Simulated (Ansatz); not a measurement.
**Run report: Ta, geometry relaxation**

- system: Ta (1 atom in the cell)
- method: DFT PBEsol, scalar-relativistic, plane waves, PAW, no spin polarisation (Ansatz 0.2.0)

The structure derives from a Materials Project entry. Figures and captions count atoms from 1; the log counts them from 0 in places.

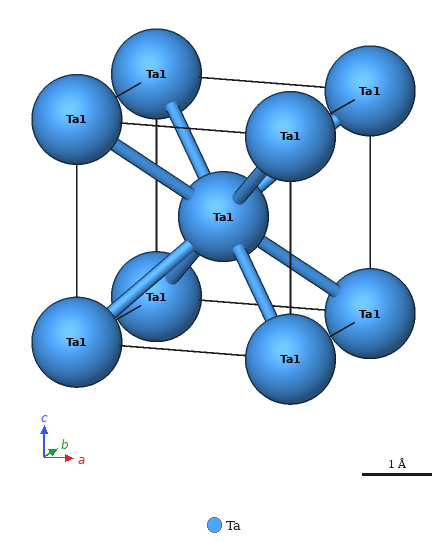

The starting structure (ball-and-stick view of the cell 2 times as large as that of the calculation, set on its symmetry axes, seen slightly off an axis; atoms are numbered from 1 in the order of the input). An atom can appear more than once, as a periodic image.

Input:
```yaml
crystal:
  lattice:
    - [-1.6549278069, 1.6549278069, 1.6549278069]
    - [1.6549278069, -1.6549278069, 1.6549278069]
    - [1.6549278069, 1.6549278069, -1.6549278069]
  atoms:
    - { symbol: Ta, position: [0.0, 0.0, 0.0] }
basis:
  ecutwfc: 420
kpoints:
  mp_grid: { grid: [18, 18, 18] }
hamiltonian:
  xc: pbesol
scf:
  occupations: { method: gaussian, width: 0.1 }
output:
  forces: true
  stress: true
  eigenvalues: true
  write_density: true
  write_potential: true
  elf: true
  volumetric_format: npy
relax:
  adjacent_minimum: "off"
  f_tol: 0.005
  max_steps: 80
  cell: { stress_tol: 0.05 }
```

Hardware: 1 thread of Arm Neoverse V1, 24 GiB of memory available, shared host.

Run as:
```bash
ansatz run input.yaml --threads 1 --pin off --max-ram 2560MiB --backend cpu --events-out ev --progress --plain --runs-dir out
```

The program's output:
```
Engine: ansatz 0.2.0, aarch64-unknown-linux-gnu
Pseudopotentials: kind: paw
Pseudopotential: Ta, paw, valence charge 13, recommended cutoff 420 eV (normal), Ta.paw.azcp
Functional definition: PBEsol
  exchange = pbesol_x
  correlation = pbesol_c
Crystal: 1 atoms, lattice volume = 18.130 Å³
Basis set: ecut = 420 eV, 369 PW (Γ), exchange–correlation on 40×40×40 points (8 copies of the dense FFT grid, shifted against one another)
Bands: 11, of which v1, the nominal top of the filled ones, is band 7 counted from 1 (6 counted from 0)
Symmetry: 48 space group operations
Space group: Im-3m (ITA 229), of the structure as read, at distance tolerance 2.6e-5 Å
k-points: 195 of 5832
Non-local potential: Ta, projectors of the file, l = 0: 3, l = 1: 2, l = 2: 2, l = 3: 1
PAW form: soft (Blöchl's): semilocal exchange-correlation on the pseudo side does not see the compensation charge
PAW frozen core: Ta, regenerated for the run's functional, and the local potential with it (the file was generated under x = pbe(κ = 0.804, μ = 0.2195149727645171), c = pbe(β = 0.06672455060314922))
PAW one-centre angular grid: Ta, 590 points (default); XC on 64 Gauss nodes
Initial density: superposition of atomic densities (neutral atoms: chi_scale 0, normalization atom), corrected by the library's trained network
Initial wavefunctions: pseudopotential atomic-orbital guess
Functional: x = pbesol(κ = 0.804, μ = 0.12345679012345678), c = pbesol(β = 0.046)
SCF iter   1: F=—  HF=-9806.495551 eV  |F-HF|=—  |Δ(HF+E_count)|=         —  Δρ=2.17e-3  dr2=2.21e-4  ethr=1.77e-3  ⟨swp⟩=5.1  Hψ=12044  notcnv=0
preconditioner: auto → none  [metal: Δε(μ)=0.021 eV  Ē_g=8.253 eV  σ=0.100 eV  W_gap=0.12  n_scr=0 (ndim 8)  ℏωp=19.5 eV  f_vac=0.000  D(μ)=1.22/eV (n_scr^D=12)]
SCF iter   2: F=—  HF=-9806.495324 eV  |F-HF|=—  |Δ(HF+E_count)|=   2.28e-4  Δρ=1.01e-3  dr2=4.46e-5  ethr=1.70e-6  ⟨swp⟩=2.1  Hψ=4669  notcnv=0
SCF iter   3: F=—  HF=-9806.495362 eV  |F-HF|=—  |Δ(HF+E_count)|=   3.84e-5  Δρ=1.51e-4  dr2=1.32e-6  ethr=3.43e-7  ⟨swp⟩=1.1  Hψ=2128  notcnv=0
iter 4 did not close the SCF: its close was put off for the readings that it lacked (scf_convergence_deferred on its scf_iter line)
SCF iter   4: F=-9806.495362 eV  HF=-9806.495362 eV  |F-HF|=3.47e-8  |Δ(HF+E_count)|=   6.62e-8  Δρ=3.62e-5  dr2=7.38e-8  ethr=1.01e-8  ⟨swp⟩=2.5  Hψ=3259  notcnv=0
iter 5 did not close the SCF: its close was put off for the readings that it lacked (scf_convergence_deferred on its scf_iter line)
SCF iter   5: F=-9806.495362 eV  HF=-9806.495362 eV  |F-HF|=7.61e-9  |Δ(HF+E_count)|=   2.13e-8  Δρ=1.82e-5  dr2=1.58e-8  ethr=5.67e-10  ⟨swp⟩=1.1  Hψ=2231  notcnv=0
SCF iter   6: F=-9806.495362 eV  HF=-9806.495362 eV  |F-HF|=2.60e-10  |Δ(HF+E_count)|=   6.30e-9  Δρ=3.15e-6  dr2=5.78e-10  ethr=1.22e-10  ⟨swp⟩=6.2  Hψ=10987  notcnv=0
SCF 1 converged in 6 iterations: F = -9806.495362 eV  dr2 = 5.78e-10
  greatest PAW one-centre occupation: 1.000 electrons in one spin orbital (limit 2), on the Ta atom at site 0 (counted from 0), in its partial waves of l = 0
relax step   1: F+E_penalty+E_count = -9806.49536207 eV  Δ(F+E_penalty+E_count) = +0.000e0 eV  max|allowed force component| = 0.000e0 eV/Å  Δτ_max = 0.0000 Å  P = -5.251 GPa  Ω = 18.130 Å³  (6 SCF iters, dr2 threshold 1.00e-7 eV, accepted)
Crystal: 1 atoms, lattice volume = 16.313 Å³
Basis set: ecut = 420 eV, 321 PW (Γ), exchange–correlation on 40×40×40 points (8 copies of the dense FFT grid, shifted against one another)
Initial density: handed on by an earlier stage of this run
Initial wavefunctions: those handed on with the density
iter 1 solved again at ethr=5.77e-6 eV; its pass at ethr=3.10e-3 eV (dr2=7.50e-4 eV) is discarded
SCF iter   1: F=—  HF=-9806.427850 eV  |F-HF|=—  |Δ(HF+E_count)|=         —  Δρ=2.74e-3  dr2=7.63e-4  ethr=5.77e-6  ⟨swp⟩=1.3  Hψ=16701  notcnv=0
preconditioner: auto → none  [metal: Δε(μ)=0.006 eV  Ē_g=9.164 eV  σ=0.100 eV  W_gap=0.03  n_scr=0 (ndim 8)  ℏωp=20.6 eV  f_vac=0.000  D(μ)=1.18/eV (n_scr^D=12)]
SCF iter   2: F=—  HF=-9806.428456 eV  |F-HF|=—  |Δ(HF+E_count)|=   6.05e-4  Δρ=1.04e-3  dr2=5.43e-5  ethr=5.77e-6  ⟨swp⟩=2.6  Hψ=3078  notcnv=0
SCF iter   3: F=—  HF=-9806.428740 eV  |F-HF|=—  |Δ(HF+E_count)|=   2.85e-4  Δρ=1.92e-4  dr2=1.32e-6  ethr=4.18e-7  ⟨swp⟩=2.0  Hψ=2626  notcnv=0
SCF iter   4: F=-9806.428753 eV  HF=-9806.428753 eV  |F-HF|=1.22e-9  |Δ(HF+E_count)|=   1.31e-5  Δρ=5.85e-6  dr2=1.84e-9  ethr=7.69e-10  ⟨swp⟩=10.3  Hψ=14893  notcnv=0
SCF 2 converged in 4 iterations: F = -9806.428753 eV  dr2 = 1.84e-9
relax step   2: F+E_penalty+E_count = -9806.42875329 eV  Δ(F+E_penalty+E_count) = +6.661e-2 eV  max|allowed force component| = 0.000e0 eV/Å  Δτ_max = 0.0000 Å  P = +19.289 GPa  Ω = 16.313 Å³  energy of the carried Pulay correction = +6.086e-4 eV  (4 SCF iters, dr2 threshold 1.00e-7 eV, rejected (line search))
Crystal: 1 atoms, lattice volume = 17.708 Å³
iter 1 solved again at ethr=4.28e-6 eV; its pass at ethr=3.10e-3 eV (dr2=5.56e-4 eV) is discarded
SCF iter   1: F=—  HF=-9806.502827 eV  |F-HF|=—  |Δ(HF+E_count)|=         —  Δρ=2.10e-3  dr2=5.15e-4  ethr=4.28e-6  ⟨swp⟩=1.5  Hψ=16740  notcnv=0
preconditioner: auto → none  [metal: Δε(μ)=0.006 eV  Ē_g=8.461 eV  σ=0.100 eV  W_gap=0.03  n_scr=0 (ndim 8)  ℏωp=19.7 eV  f_vac=0.000  D(μ)=1.20/eV (n_scr^D=12)]
SCF iter   2: F=—  HF=-9806.503199 eV  |F-HF|=—  |Δ(HF+E_count)|=   3.73e-4  Δρ=7.96e-4  dr2=3.35e-5  ethr=3.96e-6  ⟨swp⟩=2.6  Hψ=3064  notcnv=0
SCF iter   3: F=—  HF=-9806.503377 eV  |F-HF|=—  |Δ(HF+E_count)|=   1.78e-4  Δρ=1.66e-4  dr2=1.15e-6  ethr=2.58e-7  ⟨swp⟩=2.0  Hψ=2629  notcnv=0
SCF iter   4: F=—  HF=-9806.503387 eV  |F-HF|=—  |Δ(HF+E_count)|=   9.96e-6  Δρ=5.30e-6  dr2=2.03e-9  ethr=8.83e-9  ⟨swp⟩=2.2  Hψ=3118  notcnv=0
SCF iter   5: F=—  HF=-9806.503387 eV  |F-HF|=—  |Δ(HF+E_count)|=  7.46e-10  Δρ=5.50e-7  dr2=2.09e-11  ethr=1.56e-11  ⟨swp⟩=2.1  Hψ=3214  notcnv=0
SCF iter   6: F=-9806.503387 eV  HF=-9806.503387 eV  |F-HF|=1.82e-12  |Δ(HF+E_count)|=  2.36e-11  Δρ=3.55e-8  dr2=1.31e-13  ethr=1.00e-12  ⟨swp⟩=5.2  Hψ=7495  notcnv=0
SCF 3 converged in 6 iterations: F = -9806.503387 eV  dr2 = 1.31e-13
relax step   3: F+E_penalty+E_count = -9806.50338698 eV  Δ(F+E_penalty+E_count) = -8.025e-3 eV  max|allowed force component| = 0.000e0 eV/Å  Δτ_max = 0.0000 Å  P = -0.654 GPa  Ω = 17.708 Å³  energy of the carried Pulay correction = +1.358e-4 eV  (6 SCF iters, accepted)
Crystal: 1 atoms, lattice volume = 17.652 Å³
iter 1 solved again at ethr=1.87e-8 eV; its pass at ethr=3.10e-3 eV (dr2=2.43e-6 eV) is discarded
SCF iter   1: F=—  HF=-9806.503519 eV  |F-HF|=—  |Δ(HF+E_count)|=         —  Δρ=8.83e-5  dr2=9.64e-7  ethr=1.87e-8  ⟨swp⟩=2.7  Hψ=14842  notcnv=0
preconditioner: auto → none  [metal: Δε(μ)=0.003 eV  Ē_g=8.481 eV  σ=0.100 eV  W_gap=0.02  n_scr=0 (ndim 8)  ℏωp=19.8 eV  f_vac=0.000  D(μ)=1.19/eV (n_scr^D=12)]
SCF iter   2: F=—  HF=-9806.503520 eV  |F-HF|=—  |Δ(HF+E_count)|=   1.80e-6  Δρ=3.30e-5  dr2=6.65e-8  ethr=7.69e-10  ⟨swp⟩=6.8  Hψ=13083  notcnv=0
SCF iter   3: F=-9806.503521 eV  HF=-9806.503521 eV  |F-HF|=1.30e-8  |Δ(HF+E_count)|=   2.29e-7  Δρ=6.56e-6  dr2=1.60e-9  ethr=5.12e-10  ⟨swp⟩=7.8  Hψ=10525  notcnv=0
SCF 4 converged in 3 iterations: F = -9806.503521 eV  dr2 = 1.60e-9
relax step   4: F+E_penalty+E_count = -9806.50352054 eV  Δ(F+E_penalty+E_count) = -1.336e-4 eV  max|allowed force component| = 0.000e0 eV/Å  Δτ_max = 0.0000 Å  P = +0.003 GPa  Ω = 17.652 Å³  energy of the carried Pulay correction = +1.543e-4 eV  (3 SCF iters, dr2 threshold 1.00e-7 eV, accepted)
Initial wavefunctions: pseudopotential atomic-orbital guess (no wavefunctions were taken with the density)
iter 1 solved again at ethr=4.55e-8 eV; its pass at ethr=3.10e-3 eV (dr2=5.91e-6 eV) is discarded
SCF iter   1: F=—  HF=-9806.503381 eV  |F-HF|=—  |Δ(HF+E_count)|=         —  Δρ=3.64e-5  dr2=2.46e-8  ethr=4.55e-8  ⟨swp⟩=3.1  Hψ=18020  notcnv=0
SCF iter   2: F=—  HF=-9806.503382 eV  |F-HF|=—  |Δ(HF+E_count)|=   1.76e-6  Δρ=1.79e-5  dr2=5.49e-9  ethr=1.89e-10  ⟨swp⟩=2.1  Hψ=2579  notcnv=0
SCF iter   3: F=—  HF=-9806.503382 eV  |F-HF|=—  |Δ(HF+E_count)|=   8.41e-9  Δρ=7.22e-7  dr2=2.45e-11  ethr=4.23e-11  ⟨swp⟩=2.5  Hψ=3472  notcnv=0
SCF iter   4: F=-9806.503382 eV  HF=-9806.503382 eV  |F-HF|=3.64e-12  |Δ(HF+E_count)|=  1.64e-11  Δρ=8.97e-8  dr2=1.09e-12  ethr=1.00e-12  ⟨swp⟩=5.9  Hψ=9107  notcnv=0
SCF 5 converged in 4 iterations: F = -9806.503382 eV  dr2 = 1.09e-12
relax step   5: F+E_penalty+E_count = -9806.50338243 eV  Δ(F+E_penalty+E_count) = +1.381e-4 eV  max|allowed force component| = 0.000e0 eV/Å  Δτ_max = 0.0000 Å  P = -0.008 GPa  Ω = 17.652 Å³  stress off target by 7.95e-3 GPa  SCF on the basis re-selected at this cell (its energy is not comparable with the rows above)  (4 SCF iters)
```

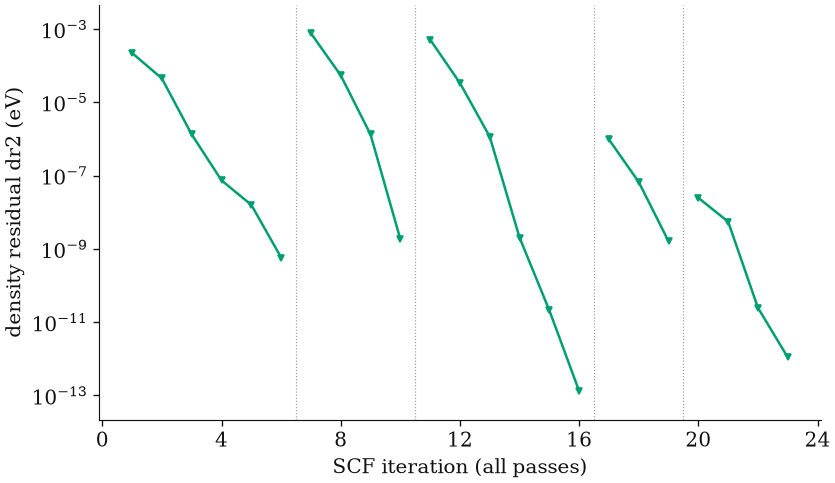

Convergence of the self-consistent field: density residual dr2 against the SCF iteration. The dotted lines part the SCF passes of the relaxation: geometry steps, rejected trials and re-solves on a re-selected basis. The 5 passes take 3 to 6 iterations each, 23 in all.

```
basis re-selected at this cell: Δ(F+E_penalty+E_count) = +1.381e-4 eV, ΔP = -0.011 GPa vs the last step (what re-selecting the basis moved, of the pressure what is left beyond the Pulay correction that the steps carried, after the strain that the cell walked since its last selection, with what the two solves' SCF thresholds leave and, on support functions, any second-order correction that the steps lacked; it is no measure of the basis error at this ecutwfc). This SCF's stress stands 7.95e-3 GPa from its target on what of the cell is left free (relax.cell.stress_tol is 5.00e-2 GPa) and its largest allowed force component is 0.00e0 eV/Å (relax.f_tol is 5.00e-3 eV/Å): within both
SCF converged after 4 iterations
Free energy (F): -9806.503382 eV
Harris-Foulkes:  -9806.503382 eV  (|F-HF|=3.64e-12)
Internal energy: -9806.497434 eV  (E = F + TS)
E sigma→0 (E₀):  -9806.500408 eV
Entropy (-TS):   -0.005949 eV (-5.949 meV/atom)
Fermi energy:    18.910508 eV
--- Per-component energies (eV) ---
  E_band       = -99.463131
  E_kinetic    = 366.764596
  E_local      = -538.561144  (includes V_loc(G=0)·N_el)
  E_nonlocal   = 17.808206
  E_hartree    = 186.974392
  E_xc         = -217.172715
  E_vxc        = -204.060471  (∫ρ·V_xc dr)
  E_paw        = -8272.689338  (= ΣΔE_a)
  E_vpaw       = -115.363267  (= ΣTr[D̂ρ^β])
  E_aug_tail   = 0.000137  (compensation charges beyond the density's cutoff)
  E_ewald      = -1349.835214
  E_core_change = 0.213646  (= ΣΔE_core)
  E_smearing   = -0.005949  (= −TS)
  E_closure    = 0.000000  (closes the sum)
  Σ components = -9806.503382   (vs F -9806.503382, Δ=0.00e0)
--- Forces (eV/Å), atoms counted from 1 ---
  atom   1  Ta     0.00000000    -0.00000000    -0.00000000
  max |Σ_I F_I| component: 1.69e-32 eV/Å
--- Stress (GPa, compression-positive) ---
       -0.007947       0.000000      -0.000000
        0.000000      -0.007947      -0.000000
       -0.000000      -0.000000      -0.007947
  P = ⅓ Tr σ = -0.0079 GPa (-0.079 kbar)
--- Band table (eV; the first three rows and the last of 195) ---
  k-point 0: bands = ["-48.0879", "-14.0024", "-14.0024", "-14.0024", "10.9157", "19.6219", "19.6219", "19.6219", "22.9636", "22.9636", "33.6179"]
  k-point 1: bands = ["-48.0840", "-14.0439", "-14.0151", "-14.0026", "11.0572", "19.5288", "19.5963", "19.7614", "22.8080", "22.9635", "33.7477"]
  k-point 2: bands = ["-48.0731", "-14.1623", "-14.0516", "-14.0033", "11.4667", "19.2726", "19.4870", "20.1753", "22.4843", "22.9709", "34.0786"]
  k-point 194: bands = ["-47.8662", "-14.8803", "-14.8803", "-14.8803", "14.9668", "14.9668", "25.9135", "25.9135", "25.9135", "27.6948", "27.6948"]
--- Relaxed structure (4 steps of the walk, 3 accepted, 1 SCFs on fresh bases) ---
  F+E_penalty+E_count = -9806.50338243 eV   max|allowed force component| = 0.000e0 eV/Å   (the final SCF, on the basis selected at the relaxed cell)
  cell:  # Å, volume = 17.6516 Å³
    - [-1.6402410434183634, 1.6402410434183634, 1.6402410434183634]
    - [1.6402410434183634, -1.6402410434183634, 1.6402410434183634]
    - [1.6402410434183634, 1.6402410434183634, -1.6402410434183634]
  atoms:
    - { symbol: Ta, position: [0.0, 0.0, 0.0] }
```

Trajectory as extended XYZ (Å, eV, eV/Å), 5 frames, from step=1 to step=5:
```
1
Lattice="-1.6549 1.6549 1.6549 1.6549 -1.6549 1.6549 1.6549 1.6549 -1.6549" Properties=species:S:1:pos:R:3:forces:R:3 step=1 energy=-9806.49536 pressure_GPa=-5.25
Ta    0.0000    0.0000    0.0000    0.0000   0.0000   0.0000
1
Lattice="-1.5977 1.5977 1.5977 1.5977 -1.5977 1.5977 1.5977 1.5977 -1.5977" Properties=species:S:1:pos:R:3:forces:R:3 step=2 energy=-9806.42875 pressure_GPa=19.29 accepted=F
Ta    0.0000    0.0000    0.0000    0.0000   0.0000   0.0000
1
Lattice="-1.6420 1.6420 1.6420 1.6420 -1.6420 1.6420 1.6420 1.6420 -1.6420" Properties=species:S:1:pos:R:3:forces:R:3 step=3 energy=-9806.50339 pressure_GPa=-0.65
Ta    0.0000    0.0000    0.0000    0.0000   0.0000   0.0000
1
Lattice="-1.6402 1.6402 1.6402 1.6402 -1.6402 1.6402 1.6402 1.6402 -1.6402" Properties=species:S:1:pos:R:3:forces:R:3 step=4 energy=-9806.50352 pressure_GPa=0.00
Ta    0.0000    0.0000    0.0000    0.0000   0.0000   0.0000
1
Lattice="-1.6402 1.6402 1.6402 1.6402 -1.6402 1.6402 1.6402 1.6402 -1.6402" Properties=species:S:1:pos:R:3:forces:R:3 step=5 energy=-9806.50338 pressure_GPa=-0.01
Ta    0.0000    0.0000    0.0000    0.0000   0.0000   0.0000
```

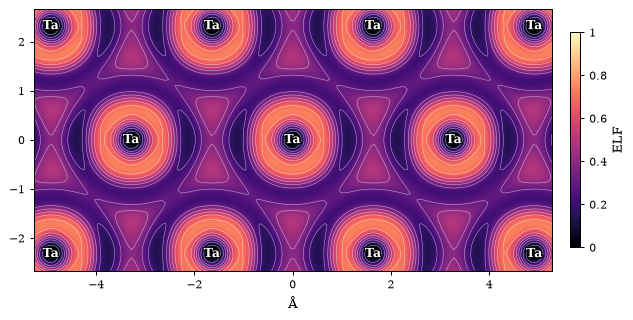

Electron localisation function on the (011̄) plane of the conventional cell. Atoms in the plane: Ta. Ta–Ta (2.84 Å): the ELF is about 0.30 at the midpoint (no shared electron pair). The strong features right at Ta lie inside the PAW spheres (semicore, d or f shells) and say nothing about bonding. The fields are those of the smooth PAW valence density.

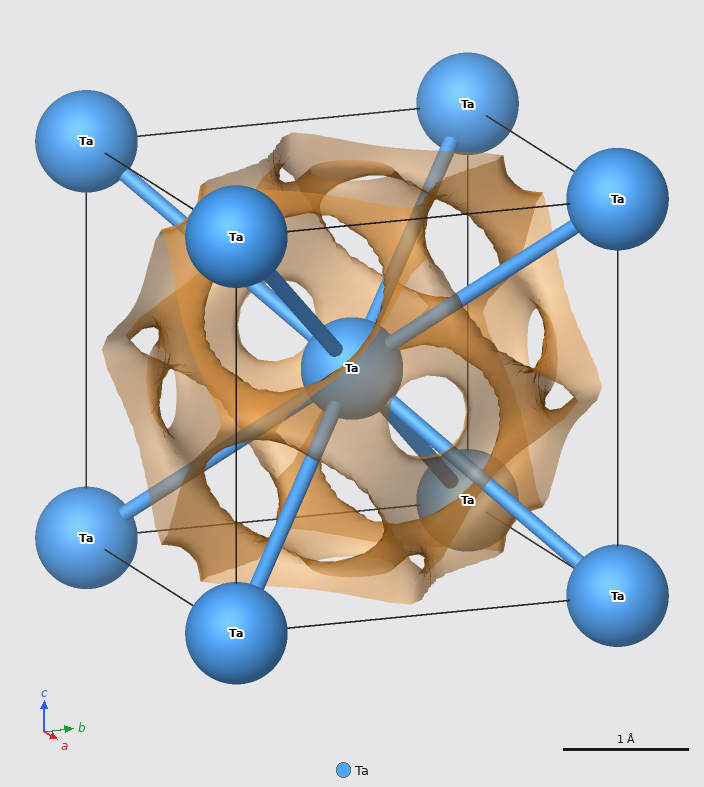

Isosurface of the electron localisation function at 0.45 (orange), seen slightly off an axis. Only the valence region is drawn (cores and ρ < 0.01 e/Å³ removed). Sticks mark near contacts. The outline is the cell set on symmetry axes. The ELF exceeds this value in one network that runs through the whole crystal, counted in one cell of 2 atoms. Profiles from the grid: Ta–Ta (2.84 Å): the ELF is about 0.30 at the midpoint (no localised pair between them).

Summary:

- outcome: converged
- space group (tolerance 0.01 Å): Im-3m (229)
- electrons treated: 13
- free energy: −9806.5034 eV
- Fermi energy: 18.911 eV
- gap on the k-point mesh: none (metallic)
- pressure: −0.01 GPa
- final volume: 17.65 Å³
- largest force (length of the vector) at the end: under 0.001 eV/Å
- final cell: a = 2.841 Å, b = 2.841 Å, c = 2.841 Å, α = 109.47°, β = 109.47°, γ = 109.47°
- wall time: 14 s
- peak memory: 0.32 GiB

Remarks:

Spin–orbit coupling is left out, which matters for Ta.
